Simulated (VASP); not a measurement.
# Geometry relaxation, with input and output: Bi (part 2 of 3)

The same run, continued: Bi (2 atoms in the cell); Kohn-Sham DFT of a periodic cell, LDA, VASP PAW LDA potentials, recommended, no spin polarisation (VASP 6.6.1); cutoff 600 eV, 10×10×10 k-mesh, methfessel-paxton of 0.1 eV. The structure derives from an entry of the Crystallography Open Database.

Geometry of the input (Å; fractional positions):
```
2.2490  1.2985  3.8334
-2.2490  1.2985  3.8334
0.0000  -2.5969  3.8334
Bi 0.2371  0.2371  0.2371
Bi 0.7629  0.7629  0.7629
```

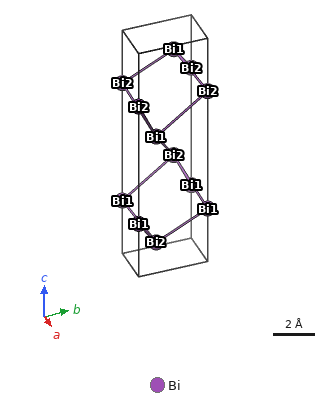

Figure 1. The starting structure (ball-and-stick view of the cell 3 times as large as that of the calculation, set on its symmetry axes, seen slightly off an axis; atoms are numbered from 1 in the order of the input). An atom can appear more than once, as a periodic image.

### Parts of OUTCAR, continued
```
  FORCE on cell =-STRESS in cart. coord.  units (eV):
  Direction    XX          YY          ZZ          XY          YZ          ZX
  --------------------------------------------------------------------------------------
  -------------------------------------------------------------------------------------
  Total        0.0027239      0.0027239     -0.0144118      0.0000000     -0.0000000      0.0000000
  in kB        0.0649611      0.0649611     -0.3436970      0.0000000     -0.0000000      0.0000000
  external PRESSURE =      -0.0712583 kB  Pullay stress =       0.0000000 kB

 VOLUME and BASIS-vectors are now :
 -----------------------------------------------------------------------------
  energy-cutoff  :      600.00
  volume of cell :       67.18
      direct lattice vectors                 reciprocal lattice vectors
     2.249546595  1.298776332  3.832424678     0.222267012  0.128325919  0.086977139
    -2.249546595  1.298776332  3.832424678    -0.222267012  0.128325919  0.086977139
     0.000000000 -2.597552665  3.832424678     0.000000000 -0.256651838  0.086977139

 POSITION                                       TOTAL-FORCE (eV/Angst)
 -----------------------------------------------------------------------------------
      0.00000      0.00000      2.72624         0.000000      0.000000      0.003872
      0.00000      0.00000      8.77103         0.000000     -0.000000     -0.003872
 -----------------------------------------------------------------------------------
    total drift:                               -0.000000     -0.000000      0.000000

  FREE ENERGIE OF THE ION-ELECTRON SYSTEM (eV)
  ---------------------------------------------------
  free  energy   TOTEN  =        -9.1294244487 eV

  energy  without entropy=       -9.1296102914  energy(sigma->0) =       -9.12948640

--------------------------------------- Ionic step        3  -------------------------------------------

 number of electron      29.9999997 magnetization

------------------------ aborting loop because EDIFF is reached ----------------------------------------

  FORCE on cell =-STRESS in cart. coord.  units (eV):
  Direction    XX          YY          ZZ          XY          YZ          ZX
  --------------------------------------------------------------------------------------
  -------------------------------------------------------------------------------------
  Total       -0.0195463     -0.0195463     -0.0214465      0.0000000      0.0000000      0.0000000
  in kB       -0.4659553     -0.4659553     -0.5112551      0.0000000      0.0000000      0.0000000
  external PRESSURE =      -0.4810552 kB  Pullay stress =       0.0000000 kB

 VOLUME and BASIS-vectors are now :
 -----------------------------------------------------------------------------
  energy-cutoff  :      600.00
  volume of cell :       67.21
      direct lattice vectors                 reciprocal lattice vectors
     2.250538908  1.299349244  3.830596915     0.222169009  0.128269337  0.087018640
    -2.250538908  1.299349244  3.830596915    -0.222169009  0.128269337  0.087018640
     0.000000000 -2.598698489  3.830596915     0.000000000 -0.256538675  0.087018640

 POSITION                                       TOTAL-FORCE (eV/Angst)
 -----------------------------------------------------------------------------------
      0.00000      0.00000      2.72552         0.000000      0.000000     -0.000029
      0.00000      0.00000      8.76627         0.000000     -0.000000      0.000029
 -----------------------------------------------------------------------------------
    total drift:                               -0.000000      0.000000     -0.000000

  FREE ENERGIE OF THE ION-ELECTRON SYSTEM (eV)
  ---------------------------------------------------
  free  energy   TOTEN  =        -9.1294266564 eV

  energy  without entropy=       -9.1296135347  energy(sigma->0) =       -9.12948895

--------------------------------------- Ionic step        4  -------------------------------------------

 number of electron      29.9999997 magnetization

------------------------ aborting loop because EDIFF is reached ----------------------------------------

  FORCE on cell =-STRESS in cart. coord.  units (eV):
  Direction    XX          YY          ZZ          XY          YZ          ZX
  --------------------------------------------------------------------------------------
  -------------------------------------------------------------------------------------
  Total       -0.0178319     -0.0178319     -0.0216700     -0.0000000     -0.0000000     -0.0000000
  in kB       -0.4251451     -0.4251451     -0.5166526     -0.0000000     -0.0000000     -0.0000000
  external PRESSURE =      -0.4556476 kB  Pullay stress =       0.0000000 kB

 VOLUME and BASIS-vectors are now :
 -----------------------------------------------------------------------------
  energy-cutoff  :      600.00
  volume of cell :       67.20
      direct lattice vectors                 reciprocal lattice vectors
     2.250202647  1.299155104  3.831216283     0.222202210  0.128288505  0.087004572
    -2.250202647  1.299155104  3.831216283    -0.222202210  0.128288505  0.087004572
     0.000000000 -2.598310208  3.831216283     0.000000000 -0.256577011  0.087004572

 POSITION                                       TOTAL-FORCE (eV/Angst)
 -----------------------------------------------------------------------------------
      0.00000      0.00000      2.72577         0.000000      0.000000      0.001885
      0.00000      0.00000      8.76788         0.000000     -0.000000     -0.001885
 -----------------------------------------------------------------------------------
    total drift:                               -0.000000      0.000000     -0.000000

  FREE ENERGIE OF THE ION-ELECTRON SYSTEM (eV)
  ---------------------------------------------------
  free  energy   TOTEN  =        -9.1294279975 eV

  energy  without entropy=       -9.1296144595  energy(sigma->0) =       -9.12949015

--------------------------------------- Ionic step        5  -------------------------------------------

 number of electron      29.9999997 magnetization

------------------------ aborting loop because EDIFF is reached ----------------------------------------

  FORCE on cell =-STRESS in cart. coord.  units (eV):
  Direction    XX          YY          ZZ          XY          YZ          ZX
  --------------------------------------------------------------------------------------
  -------------------------------------------------------------------------------------
  Total       -0.0141084     -0.0141084     -0.0194653      0.0000000     -0.0000000      0.0000000
  in kB       -0.3364128     -0.3364128     -0.4641495      0.0000000     -0.0000000      0.0000000
  external PRESSURE =      -0.3789917 kB  Pullay stress =       0.0000000 kB

 VOLUME and BASIS-vectors are now :
 -----------------------------------------------------------------------------
  energy-cutoff  :      600.00
  volume of cell :       67.19
      direct lattice vectors                 reciprocal lattice vectors
     2.250261630  1.299189158  3.830523883     0.222196385  0.128285143  0.087020299
    -2.250261630  1.299189158  3.830523883    -0.222196385  0.128285143  0.087020299
     0.000000000 -2.598378315  3.830523883     0.000000000 -0.256570286  0.087020299

 POSITION                                       TOTAL-FORCE (eV/Angst)
 -----------------------------------------------------------------------------------
      0.00000      0.00000      2.72541         0.000000      0.000000      0.000810
      0.00000      0.00000      8.76616        -0.000000      0.000000     -0.000810
 -----------------------------------------------------------------------------------
    total drift:                                0.000000      0.000000     -0.000000

  FREE ENERGIE OF THE ION-ELECTRON SYSTEM (eV)
  ---------------------------------------------------
  free  energy   TOTEN  =        -9.1294309523 eV

  energy  without entropy=       -9.1296173635  energy(sigma->0) =       -9.12949309

--------------------------------------- Ionic step        6  -------------------------------------------

 number of electron      29.9999997 magnetization

------------------------ aborting loop because EDIFF is reached ----------------------------------------

  FORCE on cell =-STRESS in cart. coord.  units (eV):
  Direction    XX          YY          ZZ          XY          YZ          ZX
  --------------------------------------------------------------------------------------
  -------------------------------------------------------------------------------------
  Total       -0.0158962     -0.0158962     -0.0137405      0.0000000      0.0000000      0.0000000
  in kB       -0.3791894     -0.3791894     -0.3277675      0.0000000      0.0000000      0.0000000
  external PRESSURE =      -0.3620488 kB  Pullay stress =       0.0000000 kB

 VOLUME and BASIS-vectors are now :
 -----------------------------------------------------------------------------
  energy-cutoff  :      600.00
  volume of cell :       67.17
      direct lattice vectors                 reciprocal lattice vectors
     2.250438579  1.299291319  3.828446686     0.222178914  0.128275056  0.087067513
    -2.250438579  1.299291319  3.828446686    -0.222178914  0.128275056  0.087067513
     0.000000000 -2.598582639  3.828446686     0.000000000 -0.256550112  0.087067513

 POSITION                                       TOTAL-FORCE (eV/Angst)
 -----------------------------------------------------------------------------------
      0.00000      0.00000      2.72434         0.000000      0.000000      0.000061
      0.00000      0.00000      8.76100        -0.000000     -0.000000     -0.000061
 -----------------------------------------------------------------------------------
    total drift:                                0.000000      0.000000     -0.000000

  FREE ENERGIE OF THE ION-ELECTRON SYSTEM (eV)
  ---------------------------------------------------
  free  energy   TOTEN  =        -9.1294365105 eV

  energy  without entropy=       -9.1296229692  energy(sigma->0) =       -9.12949866

--------------------------------------- Ionic step        7  -------------------------------------------

 number of electron      29.9999997 magnetization

------------------------ aborting loop because EDIFF is reached ----------------------------------------

  FORCE on cell =-STRESS in cart. coord.  units (eV):
  Direction    XX          YY          ZZ          XY          YZ          ZX
  --------------------------------------------------------------------------------------
  -------------------------------------------------------------------------------------
  Total       -0.0047520     -0.0047520      0.0112029     -0.0000000     -0.0000000      0.0000000
  in kB       -0.1134420     -0.1134420      0.2674417     -0.0000000     -0.0000000      0.0000000
  external PRESSURE =       0.0135192 kB  Pullay stress =       0.0000000 kB

 VOLUME and BASIS-vectors are now :
 -----------------------------------------------------------------------------
  energy-cutoff  :      600.00
  volume of cell :       67.11
      direct lattice vectors                 reciprocal lattice vectors
     2.250792477  1.299495642  3.824292290     0.222143980  0.128254887  0.087162096
    -2.250792477  1.299495642  3.824292290    -0.222143980  0.128254887  0.087162096
     0.000000000 -2.598991285  3.824292290     0.000000000 -0.256509774  0.087162096

 POSITION                                       TOTAL-FORCE (eV/Angst)
 -----------------------------------------------------------------------------------
      0.00000      0.00000      2.72220        -0.000000      0.000000     -0.000753
      0.00000      0.00000      8.75068         0.000000     -0.000000      0.000753
 -----------------------------------------------------------------------------------
    total drift:                                0.000000      0.000000     -0.000000

  FREE ENERGIE OF THE ION-ELECTRON SYSTEM (eV)
  ---------------------------------------------------
  free  energy   TOTEN  =        -9.1294328077 eV

  energy  without entropy=       -9.1296202337  energy(sigma->0) =       -9.12949528

--------------------------------------- Ionic step        8  -------------------------------------------

 number of electron      29.9999997 magnetization

 Free energy of the ion-electron system (eV)
  ---------------------------------------------------
  ext. energy  EPLUGINS =         0.00000000
  ---------------------------------------------------
  free energy    TOTEN  =        -9.12943739 eV

  energy without entropy =       -9.12962409  energy(sigma->0) =       -9.12949962

 E-fermi :   6.5569     XC(G=0): -10.0248     alpha+bet :-11.6231

 val. band max:        6.5353033256   @ k =  -0.4000   0.5000   0.4000
 cond. band min:       6.6849267250   @ k =   0.4000   0.1000   0.1000
 fundamental gap:      0.1496233993
 Fermi energy:         6.5569358353

 k-point     1 :       0.0000    0.0000    0.0000
  band No.  band energies     occupation
      1     -16.3193      2.00000
      2     -16.3193      2.00000
      3     -16.1484      2.00000
      4     -16.1484      2.00000
      5     -16.1368      2.00000
      6     -15.9403      2.00000
      7     -15.9314      2.00000
      8     -15.9314      2.00000
      9     -15.7956      2.00000
     10     -15.7956      2.00000
     11      -6.7376      2.00000
     12      -0.6924      2.00000
     13       5.1025      2.00000
     14       5.3026      2.00000
     15       5.3026      2.00000
     16       9.4091      0.00000
     17       9.7110      0.00000
     18       9.7110      0.00000
     19      12.1890      0.00000

 k-point     2 :       0.1000   -0.0000   -0.0000
  band No.  band energies     occupation
      1     -16.3098      2.00000
      2     -16.3085      2.00000
      3     -16.1442      2.00000
      4     -16.1423      2.00000
      5     -16.1312      2.00000
      6     -15.9454      2.00000
      7     -15.9365      2.00000
      8     -15.9353      2.00000
      9     -15.8077      2.00000
     10     -15.8059      2.00000
     11      -6.6391      2.00000
     12      -0.9454      2.00000
     13       5.1482      2.00000
     14       5.3109      2.00000
     15       5.3478      2.00000
     16       9.1452      0.00000
     17       9.2744      0.00000
     18       9.4298      0.00000
     19      11.7687      0.00000

 k-point     3 :       0.2000   -0.0000   -0.0000
  band No.  band energies     occupation
      1     -16.2830      2.00000
      2     -16.2771      2.00000
      3     -16.1329      2.00000
      4     -16.1247      2.00000
      5     -16.1145      2.00000
      6     -15.9618      2.00000
      7     -15.9516      2.00000
      8     -15.9456      2.00000
      9     -15.8417      2.00000
     10     -15.8347      2.00000
     11      -6.3464      2.00000
     12      -1.6085      2.00000
     13       5.2289      2.00000
     14       5.3458      2.00000
     15       5.4894      2.00000
     16       8.2766     -0.00000
     17       8.6731      0.00000
     18       8.7871      0.00000
     19      11.6735      0.00000

 k-point     4 :       0.3000   -0.0000    0.0000
  band No.  band energies     occupation
      1     -16.2436      2.00000
      2     -16.2283      2.00000
      3     -16.1174      2.00000
      4     -16.0983      2.00000
      5     -16.0880      2.00000
      6     -15.9907      2.00000
      7     -15.9756      2.00000
      8     -15.9598      2.00000
      9     -15.8911      2.00000
     10     -15.8759      2.00000
     11      -5.8687      2.00000
     12      -2.4924      2.00000
     13       5.3257      2.00000
     14       5.4233      2.00000
     15       5.7001      2.00000
     16       7.4449     -0.00000
     17       7.9465     -0.00000
     18       8.0992     -0.00000
     19      12.2610      0.00000

 k-point     5 :       0.4000   -0.0000    0.0000
  band No.  band energies     occupation
      1     -16.2025      2.00000
      2     -16.1682      2.00000
      3     -16.1027      2.00000
      4     -16.0675      2.00000
      5     -16.0593      2.00000
      6     -16.0273      2.00000
      7     -16.0052      2.00000
      8     -15.9762      2.00000
      9     -15.9430      2.00000
     10     -15.9175      2.00000
     11      -5.2300      2.00000
     12      -3.4287      2.00000
     13       5.4436      2.00000
     14       5.5304      2.00000
     15       5.9889      2.00000
     16       6.8087     -0.00214
     17       7.2984     -0.00000
     18       7.5709     -0.00000
     19      13.3610      0.00000

 [... the levels of 18 k-points are left out ...]

 k-point    24 :       0.4000    0.3000   -0.0000
  band No.  band energies     occupation
      1     -16.2977      2.00000
      2     -16.1508      2.00000
      3     -16.1424      2.00000
      4     -16.0680      2.00000
      5     -16.0543      2.00000
      6     -16.0189      2.00000
      7     -16.0014      2.00000
      8     -15.9881      2.00000
      9     -15.9329      2.00000
     10     -15.8112      2.00000
     11      -5.2958      2.00000
     12      -2.6121      2.00000
     13       2.8526      2.00000
     14       3.8135      2.00000
     15       3.9505      2.00000
     16       9.5187      0.00000
     17      10.7069      0.00000
     18      10.9665      0.00000
     19      11.3830      0.00000

 [... further k-points ...]

------------------------ aborting loop because EDIFF is reached ----------------------------------------

  FORCE on cell =-STRESS in cart. coord.  units (eV):
  Direction    XX          YY          ZZ          XY          YZ          ZX
  --------------------------------------------------------------------------------------
  -------------------------------------------------------------------------------------
  Total       -0.0022951     -0.0022951      0.0043104      0.0000000      0.0000000      0.0000000
  in kB       -0.0547648     -0.0547648      0.1028516      0.0000000      0.0000000      0.0000000
  external PRESSURE =      -0.0022260 kB  Pullay stress =       0.0000000 kB

 VOLUME and BASIS-vectors are now :
 -----------------------------------------------------------------------------
  energy-cutoff  :      600.00
  volume of cell :       67.14
      direct lattice vectors                 reciprocal lattice vectors
     2.250580871  1.299373471  3.826776328     0.222164867  0.128266946  0.087105518
    -2.250580871  1.299373471  3.826776328    -0.222164867  0.128266946  0.087105518
     0.000000000 -2.598746943  3.826776328     0.000000000 -0.256533892  0.087105518

 POSITION                                       TOTAL-FORCE (eV/Angst)
 -----------------------------------------------------------------------------------
      0.00000      0.00000      2.72348         0.000000      0.000000      0.000404
      0.00000      0.00000      8.75685        -0.000000      0.000000     -0.000404
 -----------------------------------------------------------------------------------
    total drift:                               -0.000000      0.000000     -0.000000

  FREE ENERGIE OF THE ION-ELECTRON SYSTEM (eV)
  ---------------------------------------------------
  free  energy   TOTEN  =        -9.1294373858 eV

  energy  without entropy=       -9.1296240945  energy(sigma->0) =       -9.12949962

 reached required accuracy - stopping structural energy minimisation
```

### CONTCAR
```
Bi
   1.00000000000000
     2.2505808705812118    1.2993734714719158    3.8267763280871430
    -2.2505808705812118    1.2993734714719158    3.8267763280871430
     0.0000000000000000   -2.5987469429438317    3.8267763280871430
  Bi
     2
Direct
     0.2372299232090567    0.2372299232090567    0.2372299232090567
     0.7627700767909432    0.7627700767909432    0.7627700767909432

  0.00000000E+00  0.00000000E+00  0.00000000E+00
  0.00000000E+00  0.00000000E+00  0.00000000E+00
```
